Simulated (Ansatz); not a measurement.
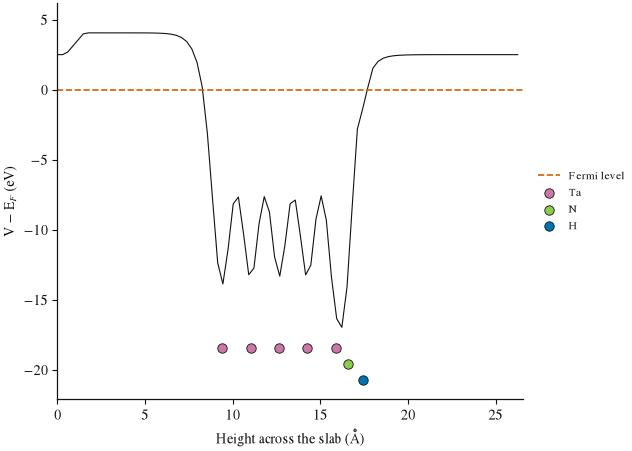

Plane-averaged electrostatic potential energy of an electron across the slab; circles at the bottom mark the heights of the atoms (positions after relaxation). System: a (100) slab cut from Ta (Im-3m), of composition Ta5HN (not the bulk's), ended by Ta planes, 7 atoms in the cell. Level of theory: DFT PBEsol, scalar-relativistic, plane waves, PAW, no spin polarisation, 9×9×1 k mesh, Gaussian smearing of 0.1 eV; code Ansatz 0.2.0.

The work function is 2.50 eV at the right face and 4.05 eV at the left. The vacuum level is 1.55 eV higher at the left than at the right, so the slab carries a dipole along its normal; the ramp in the vacuum, at or near the edge of the plot, is the dipole correction that keeps each side flat. Some atoms were held fixed in the relaxation, which can itself make the faces differ. The outermost atoms are 8.1 Å apart, which leaves 18.5 Å of vacuum in a cell 26.6 Å high.

The electron count is odd and the run has no spin polarisation, so a magnetic state may lie lower. Spin-orbit coupling is left out, which matters for Ta.
